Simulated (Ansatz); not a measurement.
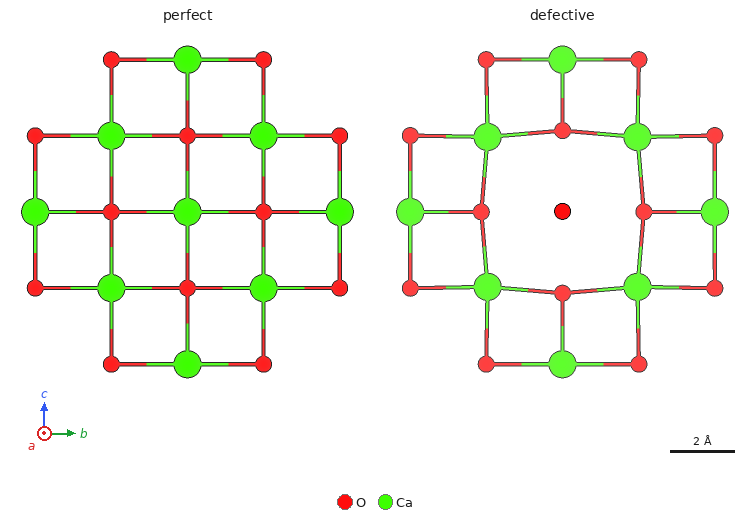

Left: perfect CaO. Right: the same region with one point defect, after relaxing the atoms in a supercell of 64 sites. A ball-and-stick model of the atoms within 6.0 Å of one point, in a slice 4.2 Å thick across the line of sight, seen along the a axis.

All numbers below come from DFT, PBEsol, PAW, plane waves (Ansatz). Settings: plane-wave cutoff 420 eV; k-point mesh 1 × 1 × 1; mesh shifted by (0.25, 0.25, 0.25); collinear spin. Fermi-Dirac smearing of 0.01 eV. A uniform background neutralises the charged cell. The axes drawn are those of the host's conventional cell.

Question: Which defect is it?

Answer: A calcium atom is replaced by oxygen.

The charge state of the cell is +3.

Question: How does the lattice respond?

Answer: In the host the Ca atom has 6 O at 2.38 Å; the O atom ends with 1 O at 1.34 Å. Of the host's atoms, an oxygen atom moves furthest from its site, by 0.18 Å. The O atom itself moves 1.04 Å from where it was put. The cell's net moment is 1.00 μB.

Limits of the set-up: the cell is charged, on a uniform background, and energies carry no finite-size correction.
